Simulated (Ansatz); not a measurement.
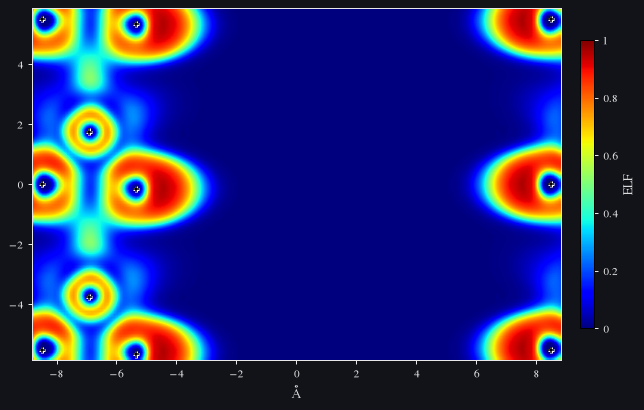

The ELF on a plane through atoms (crosses mark nuclei in the plane).

Computed with DFT PBEsol, scalar-relativistic, plane waves, PAW in Ansatz.

Candidates:
A. Ti, a = 5.52 Å, b = 5.63 Å, c = 5.75 Å, α = 114.55°, β = 117.24°, γ = 90.77°. Space group P1; changed on purpose from its base cell (all atoms moved at random (sigma 0.06 A a component), cell strained at random (sigma 0.05)); not relaxed (largest force 0.4 eV/Å); computed pressure about −5 GPa in this cell; computed without spin polarisation.
B. C, a = 3.55 Å, b = 3.55 Å, c = 3.55 Å, α = 90.00°, β = 90.00°, γ = 90.00°. Space group Fd-3m.
C. WS2, a = 3.18 Å, b = 3.18 Å, c = 16.95 Å, α = 90.00°, β = 90.00°, γ = 120.00°. Space group P1; a structure from a database of computed crystals, not necessarily the ambient phase; not relaxed (largest force 1.2 eV/Å).

Which system is this?

Candidate C: WS2 on the (110) plane of the conventional cell, which holds W and S. W–S (2.35 Å): the ELF peaks at about 0.85 in the valence shell of S, 0.8 Å from its nucleus, and is about 0.50 at the midpoint. W–S (2.47 Å): the ELF peaks at about 0.85 in the valence shell of S, 0.8 Å from its nucleus, and is about 0.50 at the midpoint.
